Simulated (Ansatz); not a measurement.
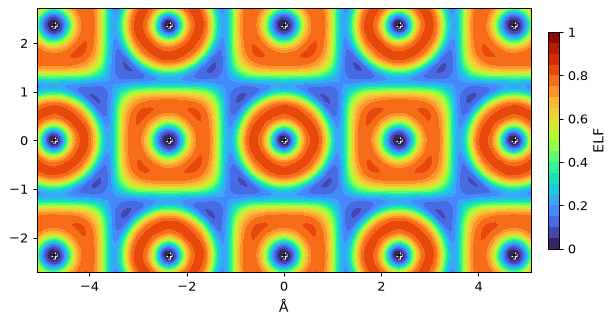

The ELF on a plane through atoms (crosses mark nuclei in the plane).

Theory: Kohn-Sham DFT of a periodic cell, PBE0, Ansatz PAW in Ansatz.

Candidates:
A. ZrC, a = 4.73 Å, b = 4.73 Å, c = 4.73 Å, α = 90.00°, β = 90.00°, γ = 90.00°. Space group Fm-3m; computed pressure about −6 GPa in this cell.
B. NiO, a = 4.17 Å, b = 4.17 Å, c = 4.17 Å, α = 90.00°, β = 90.00°, γ = 90.00°. Space group Fm-3m; computed pressure about 3 GPa in this cell; spin-polarised.
C. Pt, a = 3.97 Å, b = 3.97 Å, c = 3.97 Å, α = 90.00°, β = 90.00°, γ = 90.00°. Space group Fm-3m; computed pressure about −10 GPa in this cell.

> Which system is this?

Candidate A: ZrC on the (001) plane of the conventional cell, which holds Zr and C. Zr–C (2.37 Å): the ELF peaks at about 0.80 in the valence shell of C, 0.7 Å from its nucleus, and is about 0.25 at the midpoint (no shared electron pair shows on this line).
